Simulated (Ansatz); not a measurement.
# HfN: geometry relaxation (part 1 of 2)

The run: geometry relaxation of HfN (slab, 8 atoms in the cell). Method and program: DFT PBEsol, scalar-relativistic, plane waves, PAW, no spin polarisation (Ansatz 0.2.0).

The structure derives from an entry of the Crystallography Open Database. The input holds or restrains some coordinates. Forces given for the steps count only the free coordinates. It belongs to a series of runs on one base structure; here: clean slab, lower half held. Figures and captions count atoms from 1; the log counts them from 0 in places.

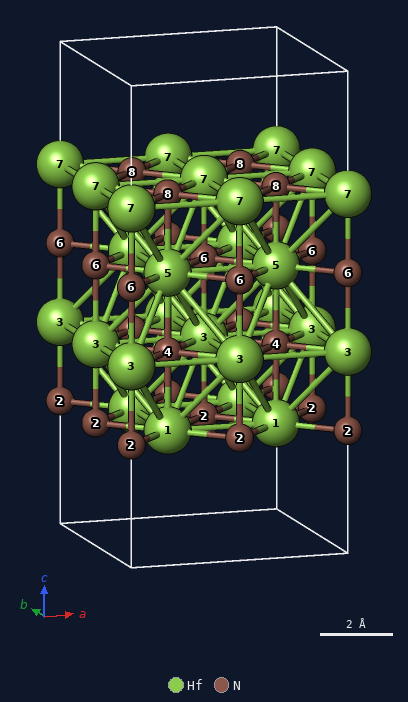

The structure as given in the input (ball-and-stick view of the 2 × 2 repeat of the cell, with the vacuum cut short, seen slightly off an axis; atoms are numbered from 1 in the order of the input). An atom can appear more than once, as a periodic image.

Input file:
```yaml
crystal:
  lattice:
    - [3.1830776025, 0.0, 0.0]
    - [0.0, 3.1830776025, 0.0]
    - [0.0, 0.0, 23.7523272733]
  atoms:
    - { symbol: Hf, position: [0.5, 0.5, 0.35785967] }
    - { symbol: "N", position: [0.0, 0.0, 0.35785967] }
    - { symbol: Hf, position: [0.0, 0.0, 0.45261989] }
    - { symbol: "N", position: [0.5, 0.5, 0.45261989] }
    - { symbol: Hf, position: [0.5, 0.5, 0.54738011] }
    - { symbol: "N", position: [0.0, 0.0, 0.54738011] }
    - { symbol: Hf, position: [0.0, 0.0, 0.64214033] }
    - { symbol: "N", position: [0.5, 0.5, 0.64214033] }
basis:
  ecutwfc: 420
kpoints:
  mp_grid: { grid: [9, 9, 1] }
hamiltonian:
  xc: pbesol
scf:
  occupations: { method: gaussian, width: 0.1 }
output:
  forces: true
  eigenvalues: true
  write_density: true
  write_potential: true
  elf: true
  volumetric_format: npy
relax:
  adjacent_minimum: "off"
  f_tol: 0.03
  max_steps: 70
  constraints: [{ sites: [0, 1, 2, 3] }]
efield:
  axis: 3
  dipole_correction: true
  ramp_width: 0.04
```

Run on 2 threads of Arm Neoverse V1, 24 GiB of memory available, shared host.

Launch command:
```bash
ansatz run input.yaml --threads 2 --pin off --max-ram 5120MiB --backend cpu --events-out ev --progress --plain --runs-dir out
```

The program's output:
```
Engine: ansatz 0.2.0, aarch64-unknown-linux-gnu
Pseudopotentials: kind: paw
Pseudopotential: Hf, paw, valence charge 26, recommended cutoff 420 eV (normal), Hf.paw.azcp
Pseudopotential: N, paw, valence charge 5, recommended cutoff 420 eV (normal), N.paw.azcp
Functional definition: PBEsol
  exchange = pbesol_x
  correlation = pbesol_c
Crystal: 8 atoms, lattice volume = 240.658 Å³
Basis set: ecut = 420 eV, 4735 PW (Γ), exchange–correlation on 48×48×320 points (8 copies of the dense FFT grid, shifted against one another)
Bands: 75, of which v1, the nominal top of the filled ones, is band 62 counted from 1 (61 counted from 0)
Symmetry: 8 space group operations
k-points: 15 of 81
Non-local potential: Hf, projectors of the file, l = 0: 3, l = 1: 2, l = 2: 2, l = 3: 3
Non-local potential: N, projectors of the file, l = 0: 2, l = 1: 2, l = 2: 1
PAW form: soft (Blöchl's): semilocal exchange-correlation on the pseudo side does not see the compensation charge
PAW frozen core: Hf, regenerated for the run's functional, and the local potential with it (the file was generated under x = pbe(κ = 0.804, μ = 0.2195149727645171), c = pbe(β = 0.06672455060314922))
PAW frozen core: N, regenerated for the run's functional, and the local potential with it (the file was generated under x = pbe(κ = 0.804, μ = 0.2195149727645171), c = pbe(β = 0.06672455060314922))
PAW one-centre angular grid: Hf, 590 points (default); XC on 64 Gauss nodes
PAW one-centre angular grid: N, 110 points (default); XC on 64 Gauss nodes
Initial density: superposition of atomic densities (neutral atoms: chi_scale 0, normalization atom), corrected by the library's trained network
Initial wavefunctions: pseudopotential atomic-orbital guess
Functional: x = pbesol(κ = 0.804, μ = 0.12345679012345678), c = pbesol(β = 0.046)
SCF iter   1: F=—  HF=-63918.568833 eV  |F-HF|=—  |Δ(HF+E_count)|=         —  Δρ=6.64e-3  dr2=2.27e-1  ethr=1.77e-3  p=-0.000 e·Å  D=-3.53e-14 V/Å  ΔV_dip=0.00 eV  dr2_dipole=4.76e-6  V_vac-E_F(+/−)=2.98/2.98 eV  ⟨swp⟩=6.2  Hψ=4373  notcnv=0  defer=6
efield: sawtooth ramp at fractional position 0.9800 (placed from the atoms, in the widest stretch of the axis that holds none; the zero of the levels goes with the place), width 0.0400; the density the first Hamiltonian is built on has a dipole p = -0.000 e·Å; the dipole correction subtracts the counter field D = -3.53e-14 V/Å, which shifts the + side's vacuum level by +0.00 eV against the − side's; the planar-averaged density in the ramp window peaks in size at 2.9e-5 e/Å³
preconditioner: auto → LDOS  [metal: Δε(μ)=0.053 eV  Ē_g=17.497 eV  σ=0.100 eV  W_gap=0.28  n_scr=62 (ndim 8)  ℏωp=25.8 eV  f_vac=0.574  D(μ)=3.02/eV (n_scr^D=10)  β→1.0]
SCF iter   2: F=—  HF=-63918.569031 eV  |F-HF|=—  |Δ(HF+E_count)|=   1.98e-4  Δρ=6.17e-3  dr2=1.24e-1  ethr=1.83e-4  p=0.000 e·Å  D=7.16e-6 V/Å  ΔV_dip=-0.00 eV  dr2_dipole=6.48e-6  V_vac-E_F(+/−)=2.96/2.96 eV  ⟨swp⟩=2.3  Hψ=2232  notcnv=0  defer=97
SCF iter   3: F=—  HF=-63918.543833 eV  |F-HF|=—  |Δ(HF+E_count)|=   2.52e-2  Δρ=1.07e-3  dr2=4.26e-3  ethr=1.00e-4  p=-0.000 e·Å  D=-8.57e-6 V/Å  ΔV_dip=0.00 eV  dr2_dipole=1.08e-6  V_vac-E_F(+/−)=2.93/2.93 eV  ⟨swp⟩=2.0  Hψ=1905  notcnv=0  defer=97
SCF iter   4: F=—  HF=-63918.543086 eV  |F-HF|=—  |Δ(HF+E_count)|=   7.47e-4  Δρ=2.25e-4  dr2=3.64e-4  ethr=3.44e-6  p=-0.000 e·Å  D=-1.46e-5 V/Å  ΔV_dip=0.00 eV  dr2_dipole=1.13e-8  V_vac-E_F(+/−)=2.90/2.90 eV  ⟨swp⟩=3.0  Hψ=2402  notcnv=0  defer=97
SCF iter   5: F=—  HF=-63918.543150 eV  |F-HF|=—  |Δ(HF+E_count)|=   6.43e-5  Δρ=1.06e-4  dr2=9.75e-5  ethr=2.93e-7  p=-0.000 e·Å  D=-9.28e-6 V/Å  ΔV_dip=0.00 eV  dr2_dipole=3.13e-8  V_vac-E_F(+/−)=2.87/2.87 eV  ⟨swp⟩=2.3  Hψ=1803  notcnv=0  defer=97
SCF iter   6: F=-63918.543143 eV  HF=-63918.543161 eV  |F-HF|=1.78e-5  |Δ(HF+E_count)|=   1.07e-5  Δρ=5.53e-5  dr2=2.13e-5  ethr=1.81e-8  p=-0.000 e·Å  D=-3.86e-6 V/Å  ΔV_dip=0.00 eV  dr2_dipole=1.13e-10  V_vac-E_F(+/−)=2.86/2.86 eV  ⟨swp⟩=21.5  Hψ=14562  notcnv=0
SCF 1 converged in 6 iterations: F = -63918.543143 eV  dr2 = 2.13e-5
  Residual-converged pass: ⟨swp⟩=1.0  Hψ=1185  notcnv=0  max |occ|·‖R‖ = 7.1e-9 eV (tolerance 1.0e-8 eV)  dr2=2.13e-5  dr2_onsite=1.49e-5  max |Δocc| = 1.9e-11
  greatest PAW one-centre occupation: 0.998 electrons in one spin orbital (limit 2), on the Hf atom at site 6 (counted from 0), in its partial waves of l = 3
relax step   1: F+E_penalty+E_count = -63918.54314301 eV  Δ(F+E_penalty+E_count) = +0.000e0 eV  max|allowed force component| = 1.537e0 eV/Å  Δτ_max = 0.0000 Å  (6 SCF iters, dr2 threshold 2.25e-5 eV, accepted)
Initial density: handed on by an earlier stage of this run
Initial wavefunctions: those handed on with the density
iter 1 solved again at ethr=2.35e-4 eV; its pass at ethr=3.10e-3 eV (dr2=2.91e-1 eV) is discarded
SCF iter   1: F=—  HF=-63918.669755 eV  |F-HF|=—  |Δ(HF+E_count)|=         —  Δρ=5.55e-3  dr2=3.58e-1  ethr=2.35e-4  p=-0.000 e·Å  D=-3.87e-6 V/Å  ΔV_dip=0.00 eV  dr2_dipole=8.72e-2  V_vac-E_F(+/−)=2.93/2.93 eV  ⟨swp⟩=1.9  Hψ=3900  notcnv=0  defer=93
efield: sawtooth ramp at fractional position 0.9800 (handed on by an earlier solve), width 0.0400; the density the first Hamiltonian is built on has a dipole p = -0.000 e·Å; the dipole correction subtracts the counter field D = -3.87e-6 V/Å, which shifts the + side's vacuum level by +0.00 eV against the − side's; the planar-averaged density in the ramp window peaks in size at 1.9e-6 e/Å³
eigensolver tolerance schedule calibrated: the retry pair's looser diagonalisation under-reported the residual by θ = 0.19 (0.17/decade); ethr = c·dr2/N_el runs at the constant in force after the calibration composes with the one it found (an armed cap, an earlier calibration), c = 3.6e-2
preconditioner: auto → LDOS  [metal: Δε(μ)=0.056 eV  Ē_g=17.586 eV  σ=0.100 eV  W_gap=0.29  n_scr=62 (ndim 8)  ℏωp=25.8 eV  f_vac=0.580  D(μ)=3.55/eV (n_scr^D=12)  β→1.0]
SCF iter   2: F=—  HF=-63918.649330 eV  |F-HF|=—  |Δ(HF+E_count)|=   2.04e-2  Δρ=2.75e-3  dr2=1.92e-2  ethr=1.03e-4  p=0.018 e·Å  D=1.39e-2 V/Å  ΔV_dip=-0.33 eV  dr2_dipole=4.98e-4  V_vac-E_F(+/−)=2.60/2.93 eV  ⟨swp⟩=2.3  Hψ=1905  notcnv=0  defer=93
SCF iter   3: F=—  HF=-63918.646717 eV  |F-HF|=—  |Δ(HF+E_count)|=   2.61e-3  Δρ=1.36e-3  dr2=6.95e-3  ethr=5.56e-6  p=0.023 e·Å  D=1.72e-2 V/Å  ΔV_dip=-0.41 eV  dr2_dipole=1.02e-6  V_vac-E_F(+/−)=2.53/2.94 eV  ⟨swp⟩=3.0  Hψ=2899  notcnv=0  defer=91
SCF iter   4: F=—  HF=-63918.645100 eV  |F-HF|=—  |Δ(HF+E_count)|=   1.62e-3  Δρ=3.07e-4  dr2=4.52e-4  ethr=2.01e-6  p=0.026 e·Å  D=1.94e-2 V/Å  ΔV_dip=-0.46 eV  dr2_dipole=6.41e-5  V_vac-E_F(+/−)=2.49/2.95 eV  ⟨swp⟩=2.0  Hψ=1960  notcnv=0  defer=91
SCF iter   5: F=—  HF=-63918.645059 eV  |F-HF|=—  |Δ(HF+E_count)|=   4.10e-5  Δρ=1.07e-4  dr2=7.18e-5  ethr=2.89e-8  p=0.028 e·Å  D=2.12e-2 V/Å  ΔV_dip=-0.50 eV  dr2_dipole=3.04e-5  V_vac-E_F(+/−)=2.45/2.96 eV  ⟨swp⟩=22.1  Hψ=14947  notcnv=0
SCF iter   6: F=-63918.644998 eV  HF=-63918.645040 eV  |F-HF|=4.19e-5  |Δ(HF+E_count)|=   1.90e-5  Δρ=3.58e-5  dr2=2.40e-5  ethr=2.07e-8  p=0.030 e·Å  D=2.26e-2 V/Å  ΔV_dip=-0.54 eV  dr2_dipole=2.51e-5  V_vac-E_F(+/−)=2.43/2.96 eV  ⟨swp⟩=19.5  Hψ=15012  notcnv=0
SCF 2 converged in 6 iterations: F = -63918.644998 eV  dr2 = 2.40e-5
  greatest PAW one-centre occupation: 0.998 electrons in one spin orbital (limit 2), on the Hf atom at site 0 (counted from 0), in its partial waves of l = 3
relax step   2: F+E_penalty+E_count = -63918.64499836 eV  Δ(F+E_penalty+E_count) = -1.019e-1 eV  max|allowed force component| = 6.077e-1 eV/Å  Δτ_max = 0.1268 Å  (6 SCF iters, dr2 threshold 1.00e-4 eV, accepted)
SCF iter   1: F=—  HF=-63918.667194 eV  |F-HF|=—  |Δ(HF+E_count)|=         —  Δρ=2.05e-3  dr2=8.72e-2  ethr=3.00e-4  p=0.030 e·Å  D=2.26e-2 V/Å  ΔV_dip=-0.54 eV  dr2_dipole=3.58e-2  V_vac-E_F(+/−)=2.41/2.94 eV  ⟨swp⟩=2.9  Hψ=2204  notcnv=0  defer=97
efield: sawtooth ramp at fractional position 0.9800 (handed on by an earlier solve), width 0.0400; the density the first Hamiltonian is built on has a dipole p = 0.030 e·Å; the dipole correction subtracts the counter field D = 2.26e-2 V/Å, which shifts the + side's vacuum level by -0.54 eV against the − side's; the planar-averaged density in the ramp window peaks in size at 1.7e-6 e/Å³
preconditioner: auto → LDOS  [metal: Δε(μ)=0.054 eV  Ē_g=17.542 eV  σ=0.100 eV  W_gap=0.29  n_scr=62 (ndim 8)  ℏωp=25.8 eV  f_vac=0.576  D(μ)=3.13/eV (n_scr^D=10)  β→1.0]
SCF iter   2: F=—  HF=-63918.663790 eV  |F-HF|=—  |Δ(HF+E_count)|=   3.40e-3  Δρ=8.56e-4  dr2=3.36e-3  ethr=7.03e-5  p=0.031 e·Å  D=2.35e-2 V/Å  ΔV_dip=-0.56 eV  dr2_dipole=2.83e-5  V_vac-E_F(+/−)=2.42/2.98 eV  ⟨swp⟩=1.9  Hψ=1438  notcnv=0  defer=92
SCF iter   3: F=—  HF=-63918.663432 eV  |F-HF|=—  |Δ(HF+E_count)|=   3.58e-4  Δρ=4.97e-4  dr2=1.14e-3  ethr=2.71e-6  p=0.032 e·Å  D=2.38e-2 V/Å  ΔV_dip=-0.57 eV  dr2_dipole=7.17e-5  V_vac-E_F(+/−)=2.42/2.98 eV  ⟨swp⟩=3.0  Hψ=2633  notcnv=0  defer=92
SCF iter   4: F=—  HF=-63918.663149 eV  |F-HF|=—  |Δ(HF+E_count)|=   2.83e-4  Δρ=1.03e-4  dr2=6.82e-5  ethr=9.19e-7  p=0.032 e·Å  D=2.38e-2 V/Å  ΔV_dip=-0.57 eV  dr2_dipole=1.38e-5  V_vac-E_F(+/−)=2.42/2.99 eV  ⟨swp⟩=2.0  Hψ=1896  notcnv=0  defer=92
SCF iter   5: F=-63918.663130 eV  HF=-63918.663144 eV  |F-HF|=1.32e-5  |Δ(HF+E_count)|=   5.94e-6  Δρ=2.72e-5  dr2=7.51e-6  ethr=1.86e-8  p=0.032 e·Å  D=2.38e-2 V/Å  ΔV_dip=-0.57 eV  dr2_dipole=4.99e-6  V_vac-E_F(+/−)=2.42/2.99 eV  ⟨swp⟩=22.3  Hψ=14866  notcnv=0
SCF 3 converged in 5 iterations: F = -63918.663130 eV  dr2 = 7.51e-6
relax step   3: F+E_penalty+E_count = -63918.66313036 eV  Δ(F+E_penalty+E_count) = -1.813e-2 eV  max|allowed force component| = 1.203e-1 eV/Å  Δτ_max = 0.0379 Å  (5 SCF iters, dr2 threshold 2.31e-5 eV, accepted)
SCF iter   1: F=—  HF=-63918.664048 eV  |F-HF|=—  |Δ(HF+E_count)|=         —  Δρ=3.81e-4  dr2=6.15e-4  ethr=2.65e-5  p=0.032 e·Å  D=2.38e-2 V/Å  ΔV_dip=-0.57 eV  dr2_dipole=1.49e-4  V_vac-E_F(+/−)=2.42/2.99 eV  ⟨swp⟩=2.0  Hψ=1585  notcnv=0  defer=3
efield: sawtooth ramp at fractional position 0.9800 (handed on by an earlier solve), width 0.0400; the density the first Hamiltonian is built on has a dipole p = 0.032 e·Å; the dipole correction subtracts the counter field D = 2.38e-2 V/Å, which shifts the + side's vacuum level by -0.57 eV against the − side's; the planar-averaged density in the ramp window peaks in size at 1.8e-6 e/Å³
preconditioner: auto → LDOS  [metal: Δε(μ)=0.076 eV  Ē_g=17.549 eV  σ=0.100 eV  W_gap=0.38  n_scr=62 (ndim 8)  ℏωp=25.8 eV  f_vac=0.576  D(μ)=3.29/eV (n_scr^D=10)  β→1.0]
SCF iter   2: F=—  HF=-63918.663912 eV  |F-HF|=—  |Δ(HF+E_count)|=   1.36e-4  Δρ=2.35e-4  dr2=1.31e-4  ethr=4.96e-7  p=0.031 e·Å  D=2.37e-2 V/Å  ΔV_dip=-0.56 eV  dr2_dipole=5.08e-8  V_vac-E_F(+/−)=2.43/2.99 eV  ⟨swp⟩=2.2  Hψ=2005  notcnv=0  defer=4
SCF iter   3: F=—  HF=-63918.663878 eV  |F-HF|=—  |Δ(HF+E_count)|=   3.46e-5  Δρ=5.34e-5  dr2=7.01e-6  ethr=1.06e-7  p=0.032 e·Å  D=2.38e-2 V/Å  ΔV_dip=-0.57 eV  dr2_dipole=3.35e-8  V_vac-E_F(+/−)=2.43/2.99 eV  ⟨swp⟩=2.8  Hψ=1848  notcnv=0  defer=4
SCF iter   4: F=-63918.663874 eV  HF=-63918.663876 eV  |F-HF|=1.10e-6  |Δ(HF+E_count)|=   2.11e-6  Δρ=1.27e-5  dr2=6.66e-7  ethr=7.29e-10  p=0.032 e·Å  D=2.39e-2 V/Å  ΔV_dip=-0.57 eV  dr2_dipole=5.26e-8  V_vac-E_F(+/−)=2.43/2.99 eV  ⟨swp⟩=20.1  Hψ=14083  notcnv=0
SCF 4 converged in 4 iterations: F = -63918.663874 eV  dr2 = 6.66e-7
relax step   4: F+E_penalty+E_count = -63918.66387447 eV  Δ(F+E_penalty+E_count) = -7.441e-4 eV  max|allowed force component| = 1.096e-2 eV/Å  Δτ_max = 0.0065 Å  (4 SCF iters, dr2 threshold 9.04e-7 eV, accepted)
iter 1 solved again at ethr=4.95e-10 eV; its pass at ethr=3.10e-3 eV (dr2=6.14e-7 eV) is discarded
SCF iter   1: F=—  HF=-63918.663956 eV  |F-HF|=—  |Δ(HF+E_count)|=         —  Δρ=1.27e-5  dr2=6.16e-7  ethr=4.95e-10  p=0.032 e·Å  D=2.39e-2 V/Å  ΔV_dip=-0.57 eV  dr2_dipole=3.64e-8  V_vac-E_F(+/−)=2.43/2.99 eV  ⟨swp⟩=1.0  Hψ=2730  notcnv=0
efield: sawtooth ramp at fractional position 0.9800 (handed on by an earlier solve), width 0.0400; the density the first Hamiltonian is built on has a dipole p = 0.032 e·Å; the dipole correction subtracts the counter field D = 2.39e-2 V/Å, which shifts the + side's vacuum level by -0.57 eV against the − side's; the planar-averaged density in the ramp window peaks in size at 1.6e-6 e/Å³
preconditioner: auto → LDOS  [metal: Δε(μ)=0.076 eV  Ē_g=17.551 eV  σ=0.100 eV  W_gap=0.38  n_scr=62 (ndim 8)  ℏωp=25.8 eV  f_vac=0.576  D(μ)=3.29/eV (n_scr^D=10)  β→1.0]
SCF iter   2: F=—  HF=-63918.663876 eV  |F-HF|=—  |Δ(HF+E_count)|=   8.02e-5  Δρ=1.62e-5  dr2=6.63e-7  ethr=4.95e-10  p=0.032 e·Å  D=2.39e-2 V/Å  ΔV_dip=-0.57 eV  dr2_dipole=3.11e-8  V_vac-E_F(+/−)=2.42/2.99 eV  ⟨swp⟩=3.0  Hψ=2301  notcnv=0
SCF iter   3: F=-63918.663875 eV  HF=-63918.663875 eV  |F-HF|=3.22e-8  |Δ(HF+E_count)|=   7.75e-7  Δρ=3.12e-6  dr2=3.93e-8  ethr=8.06e-11  p=0.032 e·Å  D=2.39e-2 V/Å  ΔV_dip=-0.57 eV  dr2_dipole=9.63e-10  V_vac-E_F(+/−)=2.42/2.99 eV  ⟨swp⟩=12.7  Hψ=11328  notcnv=0
SCF 5 converged in 3 iterations: F = -63918.663875 eV  dr2 = 3.93e-8
relax step   5: F+E_penalty+E_count = -63918.66387534 eV  Δ(F+E_penalty+E_count) = -8.647e-7 eV  max|allowed force component| = 1.066e-2 eV/Å  Δτ_max = 0.0000 Å  (3 SCF iters, accepted)
```

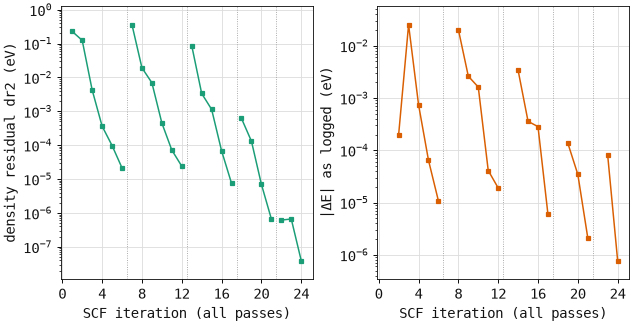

Convergence of the self-consistent field: density residual dr2 and size of the energy change against the SCF iteration. The dotted lines part the SCF passes of the relaxation: geometry steps, rejected trials and re-solves on a re-selected basis. The 5 passes take 3 to 6 iterations each, 24 in all.

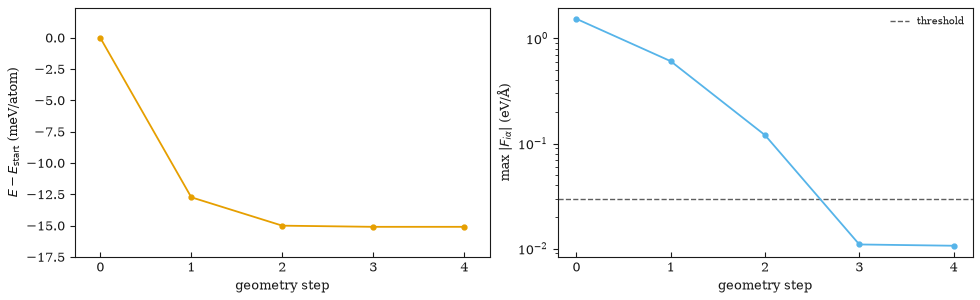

Progress of the restrained relaxation, step by step (the first geometry is step 0 here and step 1 in the log).

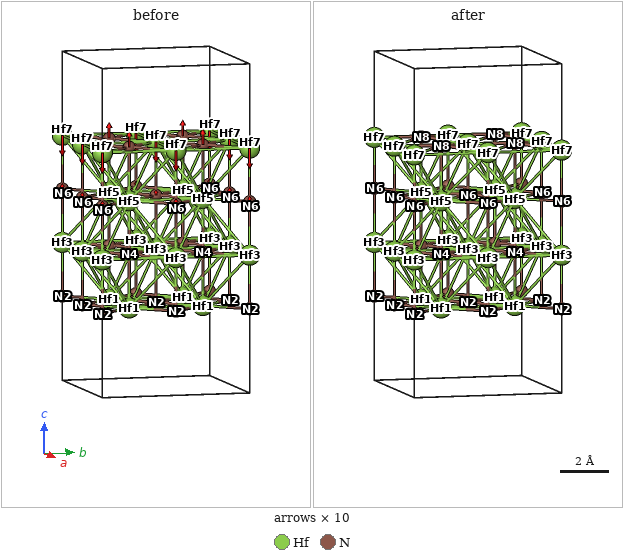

Before (left) and after (right) the restrained relaxation, at one scale (ball-and-stick view of the 2 × 2 repeat of the cell, with the vacuum cut short, seen slightly off an axis). The red arrows give the displacements, magnified 10 times. The largest move is that of Hf7, 0.090 Å. Largest moves by element: Hf 0.090 Å, N 0.070 Å. The cell stays as it was. Among the contacts that change: N6–Hf7 2.251 → 2.136 Å, Hf5–N8 2.251 → 2.325 Å, Hf5–Hf7 3.183 → 3.123 Å, Hf3–N6 2.251 → 2.275 Å. Among the angles that change: Hf7–N8–Hf7 180.0° → 171.9°, Hf5–N8–Hf7 90.0° → 85.9°. After 4 geometry steps the energy has fallen by 15.1 meV per atom. The largest force component goes from 1.5 to 0.011 eV/Å. (Atoms are counted from 1 in the order of the input.)
